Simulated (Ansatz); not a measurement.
**Al: a changed input and its effect**

System: Al (1 atom in the cell).
Method of the first run: DFT r2SCAN, scalar-relativistic, plane waves, PAW, no spin polarisation (Ansatz 0.2.0).

The structure derives from an entry of the Crystallography Open Database. Text and figures count atoms from 1; the logs count them from 0 in places.

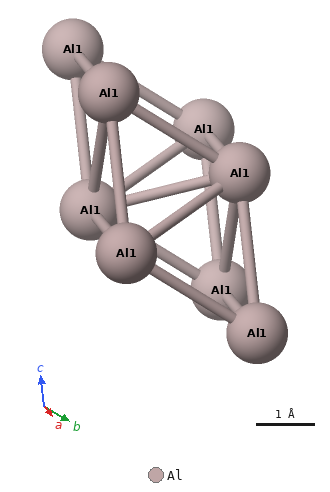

Figure 1. The input geometry (ball-and-stick view of the reduced cell, seen slightly off an axis; atoms are numbered from 1 in the order of the input).

## The input, the first run
```yaml
crystal:
  lattice:
    - [0.0, 2.0644596, 2.02398]
    - [1.9835004, 0.0, 2.02398]
    - [1.9835004, 2.0644596, 0.0]
  atoms:
    - { symbol: Al, position: [0.0, 0.0, 0.0] }
basis:
  ecutwfc: 500
kpoints:
  mp_grid: { grid: [20, 20, 20] }
hamiltonian:
  xc: r2scan
scf:
  occupations: { method: gaussian, width: 0.15 }
output:
  forces: true
  stress: true
  eigenvalues: true
```

Command:
```bash
ansatz run input.yaml --threads 1 --pin off --max-ram 2560MiB --backend cpu --events-out ev --progress --plain --runs-dir out
```

Hardware: 1 thread of AMD EPYC (Zen 3), 32 GiB of memory available, shared host.

## Output, shortened to warnings, some set-up lines, iterations and results (the first run)
```
Basis set: ecut = 500 eV, 411 PW (Γ), exchange–correlation on 96×96×96 points (64 copies of the dense FFT grid, shifted against one another)
Symmetry: 8 space group operations
k-points: 1166 of 8000
Initial density: superposition of atomic densities (neutral atoms: chi_scale 0, normalization atom), corrected by the library's trained network
[...]
SCF iter   1: F=—  HF=-540.395735 eV  |F-HF|=—  |Δ(HF+E_count)|=         —  Δρ=3.50e-3  dr2=2.33e-3  dr2_τ=4.18e-3  ethr=1.77e-3  ⟨swp⟩=4.7  Hψ=60141  notcnv=0
SCF iter   2: F=—  HF=-540.403556 eV  |F-HF|=—  |Δ(HF+E_count)|=   7.82e-3  Δρ=2.35e-3  dr2=1.03e-3  dr2_τ=2.61e-6  ethr=7.77e-5  ⟨swp⟩=2.1  Hψ=18915  notcnv=0  defer=219
SCF iter   3: F=—  HF=-540.403495 eV  |F-HF|=—  |Δ(HF+E_count)|=   6.12e-5  Δρ=1.03e-3  dr2=1.87e-4  dr2_τ=5.44e-7  ethr=3.45e-5  ⟨swp⟩=1.0  Hψ=6499  notcnv=0  defer=219
SCF iter   4: F=—  HF=-540.403486 eV  |F-HF|=—  |Δ(HF+E_count)|=   8.98e-6  Δρ=3.26e-4  dr2=1.81e-5  dr2_τ=2.39e-8  ethr=6.24e-6  ⟨swp⟩=1.0  Hψ=6499  notcnv=0  defer=219
SCF iter   5: F=—  HF=-540.403486 eV  |F-HF|=—  |Δ(HF+E_count)|=   2.15e-7  Δρ=5.96e-5  dr2=5.90e-7  dr2_τ=6.68e-10  ethr=6.03e-7  ⟨swp⟩=1.0  Hψ=6499  notcnv=0  defer=219
SCF iter   6: F=-540.403486 eV  HF=-540.403486 eV  |F-HF|=1.13e-9  |Δ(HF+E_count)|=   4.79e-8  Δρ=7.35e-6  dr2=9.12e-9  dr2_τ=1.26e-11  ethr=3.33e-9  ⟨swp⟩=5.5  Hψ=35123  …
SCF 1 converged in 6 iterations: F = -540.403486 eV  dr2 = 9.12e-9
SCF converged after 6 iterations
Free energy (F): -540.403486 eV
Harris-Foulkes:  -540.403486 eV  (|F-HF|=1.13e-9)
Internal energy: -540.399463 eV  (E = F + TS)
E sigma→0 (E₀):  -540.401475 eV
Entropy (-TS):   -0.004023 eV (-4.023 meV/atom)
Fermi energy:    7.954672 eV
--- Per-component energies (eV) ---
  E_band       = 9.679795
  E_kinetic    = 22.892147
  E_local      = 10.209559  (includes V_loc(G=0)·N_el)
  E_nonlocal   = 9.521248
  E_hartree    = 0.112426
  E_xc         = -36.628256
  E_vxc        = -31.042208  (∫ρ·V_xc dr)
  E_paw        = -473.045098  (= ΣΔE_a)
  E_vpaw       = -3.346777  (= ΣTr[D̂ρ^β])
  E_aug_tail   = -0.000001  (compensation charges beyond the density's cutoff)
  E_vtau       = 1.220980  (kinetic-family band-sum trace: ∫τ·v_τ [+ j·A + Jᵃ·Aᵃ] dr)
  E_ewald      = -73.401380
  E_core_change = -0.060108  (= ΣΔE_core)
  E_smearing   = -0.004023  (= −TS)
  E_closure    = -0.000000  (closes the sum)
  Σ components = -540.403486   (vs F -540.403486, Δ=0.00e0)
--- Forces (eV/Å), atoms counted from 1 ---
  atom   1  Al    -0.00000000     0.00000000     0.00000000
  max |Σ_I F_I| component: 2.31e-33 eV/Å
--- Stress (GPa, compression-positive) ---
       -2.310016      -0.000000       0.000000
       -0.000000      -4.595846       0.000000
        0.000000       0.000000      -3.163648
  P = ⅓ Tr σ = -3.3565 GPa (-33.565 kbar)
```

For the second run the input was changed thus:
```diff
-    - [0.0, 2.0644596, 2.02398]
-    - [1.9835004, 0.0, 2.02398]
-    - [1.9835004, 2.0644596, 0.0]
+    - [0.0, 1.99868025, 2.02398]
+    - [2.04927975, 0.0, 2.02398]
+    - [2.04927975, 1.99868025, 0.0]
```

What does this change do to the results?

With the same functional and potentials, the second run lies 1.2 meV per atom lower. The number of SCF iterations is the same.

## Output, shortened to warnings, some set-up lines, iterations and results (the second run)
```
Basis set: ecut = 500 eV, 411 PW (Γ), exchange–correlation on 96×96×96 points (64 copies of the dense FFT grid, shifted against one another)
Symmetry: 8 space group operations
k-points: 1166 of 8000
Initial density: superposition of atomic densities (neutral atoms: chi_scale 0, normalization atom), corrected by the library's trained network
[...]
SCF iter   1: F=—  HF=-540.396901 eV  |F-HF|=—  |Δ(HF+E_count)|=         —  Δρ=3.50e-3  dr2=2.34e-3  dr2_τ=4.17e-3  ethr=1.77e-3  ⟨swp⟩=4.7  Hψ=60104  notcnv=0
SCF iter   2: F=—  HF=-540.404746 eV  |F-HF|=—  |Δ(HF+E_count)|=   7.84e-3  Δρ=2.35e-3  dr2=1.04e-3  dr2_τ=2.62e-6  ethr=7.81e-5  ⟨swp⟩=2.1  Hψ=18939  notcnv=0  defer=229
SCF iter   3: F=—  HF=-540.404687 eV  |F-HF|=—  |Δ(HF+E_count)|=   5.87e-5  Δρ=1.03e-3  dr2=1.88e-4  dr2_τ=5.57e-7  ethr=3.46e-5  ⟨swp⟩=1.0  Hψ=6500  notcnv=0  defer=229
SCF iter   4: F=—  HF=-540.404678 eV  |F-HF|=—  |Δ(HF+E_count)|=   8.91e-6  Δρ=3.26e-4  dr2=1.80e-5  dr2_τ=2.40e-8  ethr=6.26e-6  ⟨swp⟩=1.0  Hψ=6500  notcnv=0  defer=229
SCF iter   5: F=—  HF=-540.404678 eV  |F-HF|=—  |Δ(HF+E_count)|=   2.18e-7  Δρ=6.02e-5  dr2=6.03e-7  dr2_τ=6.89e-10  ethr=6.01e-7  ⟨swp⟩=1.0  Hψ=6500  notcnv=0  defer=229
SCF iter   6: F=-540.404678 eV  HF=-540.404678 eV  |F-HF|=1.15e-9  |Δ(HF+E_count)|=   4.86e-8  Δρ=7.41e-6  dr2=9.26e-9  dr2_τ=1.28e-11  ethr=3.33e-9  ⟨swp⟩=5.5  Hψ=35241  …
SCF 1 converged in 6 iterations: F = -540.404678 eV  dr2 = 9.26e-9
SCF converged after 6 iterations
Free energy (F): -540.404678 eV
Harris-Foulkes:  -540.404678 eV  (|F-HF|=1.15e-9)
Internal energy: -540.400523 eV  (E = F + TS)
E sigma→0 (E₀):  -540.402601 eV
Entropy (-TS):   -0.004155 eV (-4.155 meV/atom)
Fermi energy:    7.963183 eV
--- Per-component energies (eV) ---
  E_band       = 9.674208
  E_kinetic    = 22.888097
  E_local      = 10.209350  (includes V_loc(G=0)·N_el)
  E_nonlocal   = 9.515729
  E_hartree    = 0.112525
  E_xc         = -36.626460
  E_vxc        = -31.039571  (∫ρ·V_xc dr)
  E_paw        = -473.043409  (= ΣΔE_a)
  E_vpaw       = -3.345089  (= ΣTr[D̂ρ^β])
  E_aug_tail   = -0.000001  (compensation charges beyond the density's cutoff)
  E_vtau       = 1.220647  (kinetic-family band-sum trace: ∫τ·v_τ [+ j·A + Jᵃ·Aᵃ] dr)
  E_ewald      = -73.396248
  E_core_change = -0.060108  (= ΣΔE_core)
  E_smearing   = -0.004155  (= −TS)
  E_closure    = -0.000000  (closes the sum)
  Σ components = -540.404678   (vs F -540.404678, Δ=0.00e0)
--- Forces (eV/Å), atoms counted from 1 ---
  atom   1  Al     0.00000000     0.00000000    -0.00000000
  max |Σ_I F_I| component: 9.63e-34 eV/Å
--- Stress (GPa, compression-positive) ---
       -4.028200      -0.000000       0.000000
       -0.000000      -2.930850       0.000000
        0.000000       0.000000      -3.337125
  P = ⅓ Tr σ = -3.4321 GPa (-34.321 kbar)
```

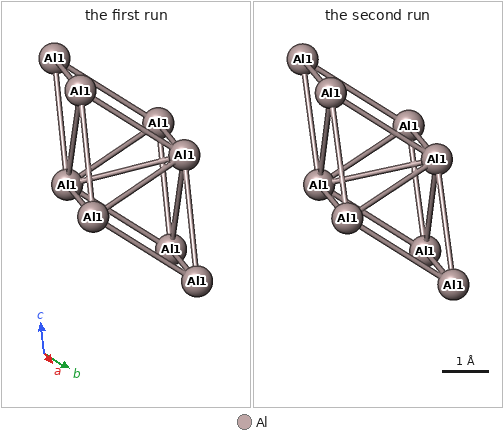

Figure 2. The two input geometries at one scale (ball-and-stick view of the reduced cell, seen slightly off an axis). The atoms keep their places relative to the cell (all moves are under 0.005 Å). The drawn cell changes at constant volume: a = b 2.834 → 2.880 Å (+1.6 %), c stays at 2.863 Å, α 119.0° → 120.6°, β 119.0° → 120.6°, γ 91.2° → 89.3°. Among the contacts that change: Al1–Al1 2.891 → 2.845 Å.

## The two runs side by side

```tsv
quantity	the first run	the second run
outcome	converged	converged
free energy per atom (eV)	−540.4035	−540.4047
energy per atom, smearing taken to zero (eV)	−540.4015	−540.4026
gap on the mesh (eV)	0.00	0.00
pressure (GPa)	−3.36	−3.43
largest force (eV/Å)	0.000	0.000
SCF iterations	6	6
irreducible k-points	1166	1166
plane waves at Γ	411	411
wall time (shared host)	22 s	19 s
```
